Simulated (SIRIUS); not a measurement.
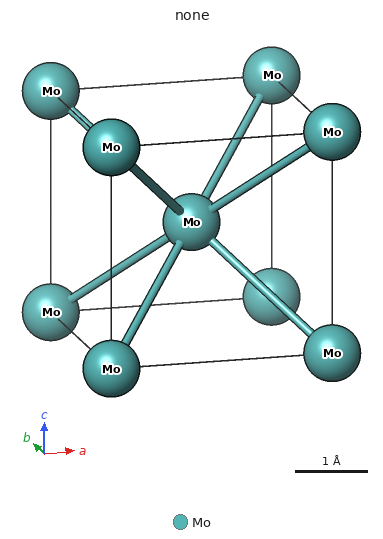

Solid Mo (set up in Im-3m), relaxed (cell and atoms) with several dispersion corrections. The picture shows the result with none. Style: ball-and-stick. Shown: the conventional cell (2 times the calculation's cell), slightly off an axis. Lengths and directions refer to the drawn axes.

Computed with SIRIUS 7.12.0: BLYP, dojo-sr-pbe-0.4.1-standard. (plane-wave cutoff 1102 eV; k-point mesh 8 × 8 × 8; occupations fermi-dirac; smearing width 0.05 eV; optimiser BFGS; no spin polarisation)

```tsv
dispersion correction	volume (Å³/atom)	a (Å)
D4	?	?
none	16.457	3.205
D3	15.479	3.140
D3(BJ)	15.327	3.130
```

Estimate the missing row from the others, and compare with the calculation.

Answer. With D4 the volume falls between D3 (15.479) and none (16.457). The calculation gives 15.696 Å³/atom (a = 3.155 Å). In order of volume: D3(BJ) < D3 < D4 < none; the spread is 7.4 %.

Each member starts from this one structure; whether another phase lies lower wasn't checked.
